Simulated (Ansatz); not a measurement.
**FePt: a changed input and its effect**

System: FePt (2 atoms in the cell).
Method of run A: Kohn-Sham DFT of a periodic cell, PBE with D4, all-electron LAPW, scalar-relativistic, spin-polarised (Ansatz 0.2.0).

The structure derives from an entry of the Crystallography Open Database. Text and figures count atoms from 1; the logs count them from 0 in places.

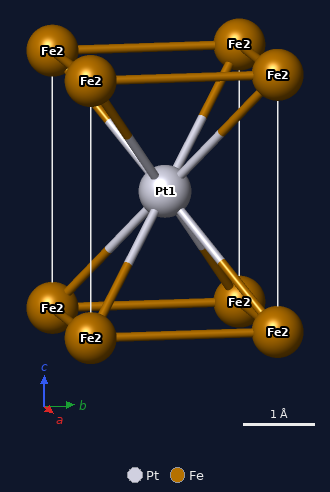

The structure as given in the input (ball-and-stick view of the cell of the calculation, seen slightly off an axis; atoms are numbered from 1 in the order of the input). An atom can appear more than once, as a periodic image. Near neighbours in the periodic cell (some may lie outside the picture): Pt has 8 Fe at 2.68 Å and 4 Pt at 2.72 Å; Fe has 4 Fe at 2.72 Å and 8 Pt at 2.68 Å.

### Input file, run A
```yaml
crystal:
  lattice:
    - [2.7235, 0.0, 0.0]
    - [0.0, 2.7235, 0.0]
    - [0.0, 0.0, 3.72]
  atoms:
    - { symbol: Pt, position: [0.5, 0.5, 0.5] }
    - { symbol: Fe, position: [0.0, 0.0, 0.0], spin: 3.0 }
kpoints:
  mp_grid: { grid: [10, 10, 7] }
scf:
  occupations: { method: fermi_dirac, width: 0.05 }
hamiltonian:
  xc: pbe
  dispersion: d4
  pseudopotentials: { kind: all_electron, lapw: { basis_error: 0.001 } }
magnetization:
  spin_polarized: true
output:
  forces: true
  stress: true
relax:
  f_tol: 0.02
  max_steps: 60
  cell: {}
```

Launched with:
```bash
ansatz run input.yaml --threads 2 --pin off --max-ram 6144MiB --backend cpu --events-out ev --progress --plain --runs-dir out
```

Hardware: 2 threads of Arm Neoverse V1, 24 GiB of memory available, shared host.

### Output, shortened to warnings, some set-up lines, iterations and results (run A)
```
Basis set: ecut = 303.1094455000559 eV, 335 PW (Γ), exchange–correlation at level 2
Symmetry: 16 space group operations
k-points: 84 of 700
Initial density: superposition of atomic densities (chi_scale 0.1, normalization cell)
[...]
SCF iter   1: F=—  HF=-535594.075827 eV  |F-HF|=—  |Δ(HF+E_count)|=         —  Δρ=5.30e-2 (↑2.87e-2 ↓5.30e-2)  dr2=3.54e0  dr2_m=4.66e-2  M=2.760 μB ∫|m|=2.831 μB  β_m=0.30  …
SCF iter   2: F=—  HF=-535592.933426 eV  |F-HF|=—  |Δ(HF+E_count)|=    1.14e0  Δρ=1.42e-2 (↑5.02e-3 ↓1.42e-2)  dr2=5.54e-2  dr2_m=1.45e-2  M=3.118 μB ∫|m|=3.183 μB  β_m=0.29  …
SCF iter   3: F=—  HF=-535592.952613 eV  |F-HF|=—  |Δ(HF+E_count)|=         —  Δρ=1.29e-2 (↑6.41e-3 ↓1.29e-2)  dr2=9.46e-2  dr2_m=1.36e-2  M=3.208 μB ∫|m|=3.305 μB  β_m=0.29  …
SCF iter   4: F=—  HF=-535592.946303 eV  |F-HF|=—  |Δ(HF+E_count)|=         —  Δρ=9.96e-3 (↑5.09e-3 ↓9.96e-3)  dr2=5.72e-2  dr2_m=8.33e-3  M=3.221 μB ∫|m|=3.334 μB  β_m=0.63  …
SCF iter   5: F=—  HF=-535592.952949 eV  |F-HF|=—  |Δ(HF+E_count)|=         —  Δρ=2.03e-3 (↑1.45e-3 ↓2.03e-3)  dr2=6.72e-3  dr2_m=3.24e-5  M=3.263 μB ∫|m|=3.432 μB  β_m=0.64  …
[... 36 lines ...]
SCF iter   1: F=—  HF=-535592.953799 eV  |F-HF|=—  |Δ(HF+E_count)|=         —  Δρ=1.98e-7 (↑1.65e-7 ↓1.98e-7)  dr2=1.12e-11  dr2_m=7.30e-13  M=3.259 μB ∫|m|=3.431 μB  …
SCF iter   2: F=—  HF=-535592.953799 eV  |F-HF|=—  |Δ(HF+E_count)|=  2.33e-10  Δρ=7.16e-8 (↑7.03e-8 ↓7.16e-8)  dr2=6.32e-13  dr2_m=3.66e-13  M=3.259 μB ∫|m|=3.431 μB  …
SCF iter   3: F=-535592.953799 eV  HF=-535592.953799 eV  |F-HF|=6.98e-10  |Δ(HF+E_count)|=  2.33e-10  Δρ=5.03e-8 (↑3.13e-8 ↓5.03e-8)  dr2=9.02e-13  dr2_m=1.02e-13  M=3.259 μB …
SCF 4 converged in 3 iterations: F = -535592.953799 eV  dr2 = 9.02e-13
relax step   4: F+E_penalty+E_count = -535592.95379867 eV  Δ(F+E_penalty+E_count) = +3.029e-7 eV  max|allowed force component| = 8.875e-31 eV/Å  Δτ_max = 0.0000 Å  P = -0.026 …
basis re-selected at this cell: Δ(F+E_penalty+E_count) = +3.029e-7 eV, ΔP = +0.000 GPa vs the last step (what re-selecting the basis moved, after the strain that the cell walked since its last selection, with what the two solves' SCF thresholds leave and, on support functions, any second-order …
SCF converged after 3 iterations
Magnetization: 3.2587 μB (30.6294 up, 27.3706 down)
Absolute magnetization: 3.4314 μB (∫|ρ↑−ρ↓|)
Spin contamination: 0.0846 ħ² per cell (⟨S²⟩ above its minimum at these occupations)
Per-site moments (μB) at R_I (Å): [(0.3809663813882196, 1.3161518314258398), (2.943603576673498, 1.2715693828675796)]
Free energy (F): -535592.953799 eV
Harris-Foulkes:  -535592.953799 eV  (|F-HF|=6.98e-10)
Internal energy: -535592.942905 eV  (E = F + TS)
E sigma→0 (E₀):  -535592.948352 eV
Entropy (-TS):   -0.010894 eV (-5.447 meV/atom)
Fermi energy:    23.951616 eV
--- Per-component energies (eV) ---
  E_band       = -3652.281858
  E_kinetic    = 604003.973709
  E_xc         = -11217.575697
  E_electrostatic = -1128378.267592  (all electrons and nuclei)
  E_disp       = -1.073324  (pairwise vdW)
  E_smearing   = -0.010894  (= −TS)
  E_closure    = 0.000000  (closes the sum)
  E_atoms      = -535576.222446  (free atoms, spherical and without spin; not in F)
  Σ components = -535592.953799   (vs F -535592.953799, Δ=0.00e0)
  Basis errors (estimates in eV, not in F): energy 2.2e-4 per atom: plane waves 1.8e-4 (9.5e-5 summed), levels above the bands 9.7e-81, relativity 7.5e-8, radial functions 3.9e-5, core shells 5.2e-7; eigenvalues (radial functions only) 9.8e-7; not estimated: angular momenta, meshes, grids; target …
--- Forces (eV/Å), atoms counted from 1 ---
  atom   1  Pt     0.00000000     0.00000000     0.00000000
  atom   2  Fe    -0.00000000     0.00000000     0.00000000
  max |Σ_I F_I| component: 1.38e-30 eV/Å
--- Stress (GPa, compression-positive) ---
       -0.040402       0.000000       0.000000
        0.000000      -0.040402       0.000000
        0.000000       0.000000       0.001809
  P = ⅓ Tr σ = -0.0263 GPa (-0.263 kbar)
--- Relaxed structure (3 steps of the walk, 3 accepted, 1 SCFs on fresh bases) ---
  F+E_penalty+E_count = -535592.95379867 eV   max|allowed force component| = 8.875e-31 eV/Å   (the final SCF, on the basis selected at the relaxed cell)
  cell:  # Å, volume = 27.2966 Å³
[...]
```

For run B the input was changed thus:
```diff
-  xc: pbe
-  dispersion: d4
+  xc: blyp
```

What does this change do to the results?

The total energies belong to different models, so their difference says nothing on which is more stable or more accurate. The net moment of the cell goes from 3.26 to 3.33 μB. The volume per atom goes from 13.65 to 14.78 Å³. The functional changes from PBE to BLYP. The SCF takes 49 iterations over all geometry steps against 38. On the same kind of shared host run B took about 1.5 times as long.

### Output, shortened to warnings, some set-up lines, iterations and results (run B)
```
Basis set: ecut = 302.8750451274086 eV, 335 PW (Γ), exchange–correlation at level 2
Symmetry: 16 space group operations
k-points: 84 of 700
Initial density: superposition of atomic densities (chi_scale 0.1, normalization cell)
[...]
SCF iter   1: F=—  HF=-535626.351471 eV  |F-HF|=—  |Δ(HF+E_count)|=         —  Δρ=4.88e-2 (↑2.31e-2 ↓4.88e-2)  dr2=2.84e0  dr2_m=4.96e-2  M=2.772 μB ∫|m|=2.846 μB  β_m=0.30  …
SCF iter   2: F=—  HF=-535625.568031 eV  |F-HF|=—  |Δ(HF+E_count)|=   7.83e-1  Δρ=1.19e-2 (↑5.61e-3 ↓1.19e-2)  dr2=2.97e-2  dr2_m=1.40e-2  M=3.101 μB ∫|m|=3.165 μB  β_m=0.28  …
SCF iter   3: F=—  HF=-535625.574997 eV  |F-HF|=—  |Δ(HF+E_count)|=         —  Δρ=1.12e-2 (↑5.84e-3 ↓1.12e-2)  dr2=6.29e-2  dr2_m=1.23e-2  M=3.182 μB ∫|m|=3.276 μB  β_m=0.28  …
SCF iter   4: F=—  HF=-535625.570488 eV  |F-HF|=—  |Δ(HF+E_count)|=         —  Δρ=8.66e-3 (↑4.63e-3 ↓8.66e-3)  dr2=4.14e-2  dr2_m=7.22e-3  M=3.189 μB ∫|m|=3.296 μB  β_m=0.64  …
SCF iter   5: F=—  HF=-535625.573984 eV  |F-HF|=—  |Δ(HF+E_count)|=         —  Δρ=1.33e-3 (↑1.08e-3 ↓1.33e-3)  dr2=2.03e-3  dr2_m=1.08e-5  M=3.218 μB ∫|m|=3.371 μB  β_m=0.64  …
[... 49 lines ...]
SCF iter   1: F=—  HF=-535625.653294 eV  |F-HF|=—  |Δ(HF+E_count)|=         —  Δρ=1.02e-6 (↑5.86e-7 ↓1.02e-6)  dr2=7.61e-10  dr2_m=1.06e-10  M=3.327 μB ∫|m|=3.501 μB  …
SCF iter   2: F=—  HF=-535625.653294 eV  |F-HF|=—  |Δ(HF+E_count)|=   4.77e-9  Δρ=5.03e-7 (↑3.29e-7 ↓5.03e-7)  dr2=3.24e-11  dr2_m=4.00e-11  M=3.327 μB ∫|m|=3.501 μB  …
SCF iter   3: F=-535625.653294 eV  HF=-535625.653294 eV  |F-HF|=1.09e-8  |Δ(HF+E_count)|=   1.28e-9  Δρ=1.93e-6 (↑6.48e-7 ↓1.93e-6)  dr2=3.73e-9  dr2_m=1.84e-10  M=3.327 μB …
SCF 5 converged in 3 iterations: F = -535625.653294 eV  dr2 = 3.73e-9
relax step   5: F+E_penalty+E_count = -535625.65329405 eV  Δ(F+E_penalty+E_count) = -7.040e-7 eV  max|allowed force component| = 2.095e-31 eV/Å  Δτ_max = 0.0000 Å  P = -0.014 …
basis re-selected at this cell: Δ(F+E_penalty+E_count) = -7.040e-7 eV, ΔP = +0.000 GPa vs the last step (what re-selecting the basis moved, after the strain that the cell walked since its last selection, with what the two solves' SCF thresholds leave and, on support functions, any second-order …
SCF converged after 3 iterations
Magnetization: 3.3273 μB (30.6636 up, 27.3364 down)
Absolute magnetization: 3.5010 μB (∫|ρ↑−ρ↓|)
Spin contamination: 0.0906 ħ² per cell (⟨S²⟩ above its minimum at these occupations)
Per-site moments (μB) at R_I (Å): [(0.38371820771576637, 1.351593979906297), (3.0094405184769304, 1.3058109876693353)]
Free energy (F): -535625.653294 eV
Harris-Foulkes:  -535625.653294 eV  (|F-HF|=1.09e-8)
Internal energy: -535625.641013 eV  (E = F + TS)
E sigma→0 (E₀):  -535625.647153 eV
Entropy (-TS):   -0.012281 eV (-6.141 meV/atom)
Fermi energy:    22.188783 eV
--- Per-component energies (eV) ---
  E_band       = -3736.335502
  E_kinetic    = 604064.989827
  E_xc         = -11250.868206
  E_electrostatic = -1128439.762634  (all electrons and nuclei)
  E_smearing   = -0.012281  (= −TS)
  E_closure    = 0.000000  (closes the sum)
  E_atoms      = -535612.197011  (free atoms, spherical and without spin; not in F)
  Σ components = -535625.653294   (vs F -535625.653294, Δ=0.00e0)
  Basis errors (estimates in eV, not in F): energy 2.2e-4 per atom: plane waves 1.7e-4 (9.1e-5 summed), levels above the bands 2.0e-77, relativity 2.5e-7, radial functions 4.7e-5, core shells 2.3e-7; eigenvalues (radial functions only) 9.5e-7; not estimated: angular momenta, meshes, grids; target …
--- Forces (eV/Å), atoms counted from 1 ---
  atom   1  Pt    -0.00000000     0.00000000     0.00000000
  atom   2  Fe    -0.00000000    -0.00000000     0.00000000
  max |Σ_I F_I| component: 4.19e-31 eV/Å
--- Stress (GPa, compression-positive) ---
       -0.028448       0.000000       0.000000
        0.000000      -0.028448       0.000000
        0.000000       0.000000       0.014403
  P = ⅓ Tr σ = -0.0142 GPa (-0.142 kbar)
--- Relaxed structure (4 steps of the walk, 4 accepted, 1 SCFs on fresh bases) ---
  F+E_penalty+E_count = -535625.65329405 eV   max|allowed force component| = 2.095e-31 eV/Å   (the final SCF, on the basis selected at the relaxed cell)
  cell:  # Å, volume = 29.5617 Å³
[...]
```

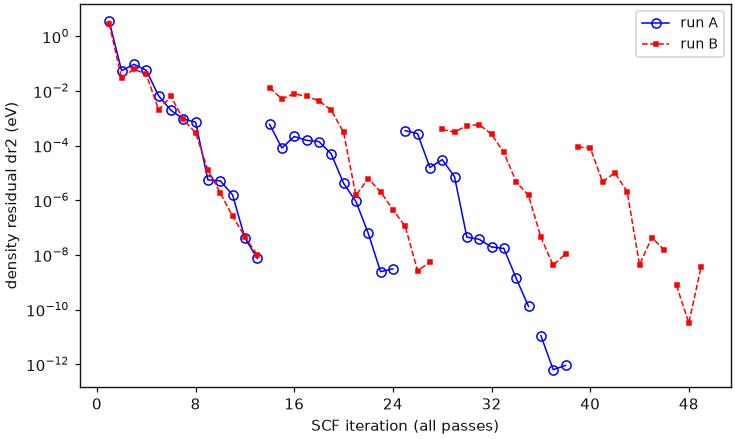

Convergence of the two runs: density residual dr2 against the SCF iteration. A break in a curve parts two SCF passes. Run A takes 38 iterations in all, and run B takes 49.

### The two runs side by side

| quantity | run A | run B |
| --- | --- | --- |
| outcome | converged | converged |
| free energy per atom (eV) | −267796.4769 | −267812.8266 |
| energy per atom, smearing taken to zero (eV) | −267796.4742 | −267812.8236 |
| net moment of the cell (μB) | 3.26 | 3.33 |
| absolute moment of the cell (μB) | 3.43 | 3.50 |
| pressure (GPa) | −0.03 | −0.01 |
| volume per atom (Å³) | 13.65 | 14.78 |
| largest force (eV/Å) | 0.000 | 0.000 |
| SCF iterations | 38 | 49 |
| irreducible k-points | 84 | 84 |
| wall time (shared host) | 2 min | 3.1 min |

For both runs: Spin–orbit coupling is left out, which matters for Pt.
